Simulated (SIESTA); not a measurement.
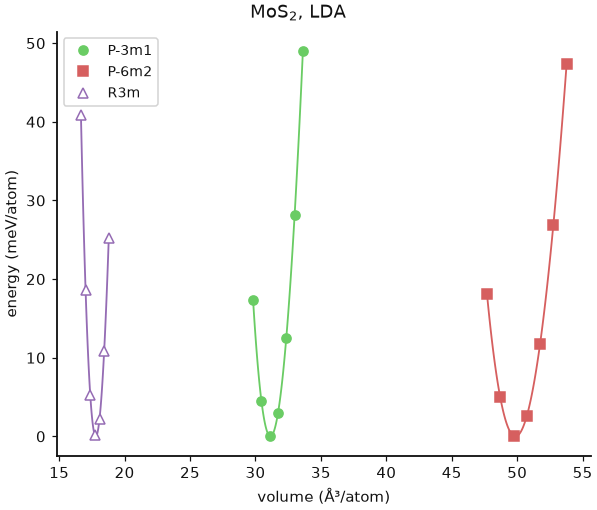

Plotted: energy against volume, with one curve for each structure, for MoS₂. Each energy curve has its own zero, so the curves don't rank the structures.

Method: DFT in numerical atomic orbitals with pseudopotentials, no spin polarisation; energies at scaled volumes of the given cell, shape and fractions fixed, counted from the fit's minimum, third-order Birch-Murnaghan fit (SIESTA 5.4.2). Level: LDA.

occupations Fermi–Dirac; smearing width 0.05 eV; potentials PseudoDojo 0.4 standard, converted to PSML, two zetas on semicore shells.

Settings that differ: P-3m1: k mesh 10×10×2; P-6m2: k mesh 10×10×2; R3m: k mesh 10×10×10.

> Order the curves by fitted equilibrium volume, smallest first.

R3m 17.798, P-3m1 31.143, P-6m2 49.864 Å³/atom.

> Order the curves by fitted bulk modulus, smallest first.

P-6m2 56.6, P-3m1 91.1, R3m 161.0 GPa.

Keep in mind: mulliken charges of long orbitals; shape and atomic fractions are frozen while scaling, which makes layered, chain and framework solids too stiff.
